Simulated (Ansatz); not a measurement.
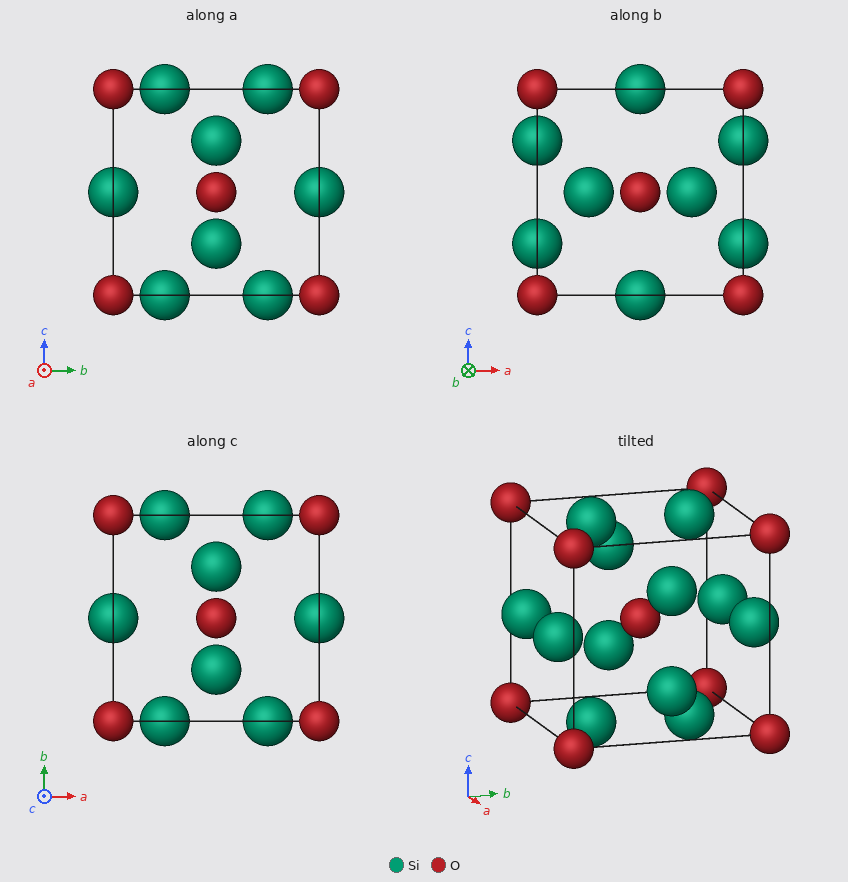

View along the a axis, along the b axis, along the c axis and slightly off an axis, drawn as a spheres-only model. One conventional unit cell is outlined, and atoms on its boundary appear in each equivalent place.

Lattice parameters: a = 4.7645 Å, b = 4.7645 Å, c = 4.7645 Å, α = 90.000°, β = 90.000°, γ = 90.000°.

**From the views, write a CIF in P1 with every atom of the cell.**

```cif
data_structure
_symmetry_space_group_name_H-M 'P 1'
_symmetry_Int_Tables_number 1
_cell_length_a 4.7645
_cell_length_b 4.7645
_cell_length_c 4.7645
_cell_angle_alpha 90.000
_cell_angle_beta 90.000
_cell_angle_gamma 90.000
_cell_volume 108.16
loop_
_atom_site_label
_atom_site_type_symbol
_atom_site_fract_x
_atom_site_fract_y
_atom_site_fract_z
_atom_site_occupancy
Si1 Si 0.0000 0.5000 0.2500 1
Si2 Si 0.0000 0.5000 0.7500 1
Si3 Si 0.2500 0.0000 0.5000 1
Si4 Si 0.7500 0.0000 0.5000 1
Si5 Si 0.5000 0.7500 0.0000 1
Si6 Si 0.5000 0.2500 0.0000 1
O1 O 0.0000 0.0000 0.0000 1
O2 O 0.5000 0.5000 0.5000 1
```

Its origin is a structure type filled with these elements by a generator (whether the compound takes this form wasn't checked). Earlier steps of the study may have refined or changed the cell and positions. It was the input of a calculation with Ansatz.
